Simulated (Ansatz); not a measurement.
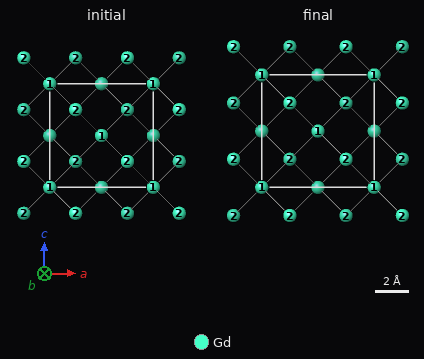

The structure of crystalline Gd (a generated structure, set up in Fd-3m) before (left) and after (right) a relaxation, at one scale.

A ball-and-stick model of the conventional cell (4 times the calculation's cell), seen along the b axis. Lengths and directions refer to the drawn axes.

Case: cell and atoms relaxed from a first guess.

All numbers below come from Ansatz 0.2.0, DFT, PBE, PAW with Ansatz's default frozen-core files, scalar-relativistic.

Input
```yaml
crystal:
  lattice:
    - [0.0, 3.2195088072, 3.2195088072]
    - [3.2195088072, 0.0, 3.2195088072]
    - [3.2195088072, 3.2195088072, 0.0]
  atoms:
    - { symbol: Gd, position: [0.0, 0.0, 0.0], spin: 7.0 }
    - { symbol: Gd, position: [0.25, 0.25, 0.25], spin: 7.0 }
magnetization:
  spin_polarized: true
kpoints:
  mp_grid: { grid: [9, 9, 9] }
scf:
  occupations: { method: fermi_dirac, width: 0.03 }
hamiltonian:
  xc: pbe
  pseudopotentials: { kind: paw }
output:
  forces: true
  stress: true
relax:
  f_tol: 0.005
  max_steps: 80
  cell: {}
```

Question: Summarise the run.

Answer: After 5 accepted moves (7 points after the start) the energy has fallen by 76.8 meV per atom. All forces vanish by symmetry, so only the cell relaxes. The pressure goes from 2.85 to 0.01 GPa. The SCF was repeated twice at an unchanged geometry on a basis and grid sized afresh for the cell, which shifted the energy by 6.0 meV per atom at most. No atom moves by more than 0.005 Å relative to the cell. The volume changes by +27.9 %, with a = b = c 6.439 → 6.990 Å (+8.6 %). Among the contacts that change: Gd1–Gd2 2.788 → 3.027 Å. The space group stays Fd-3m (No. 227).
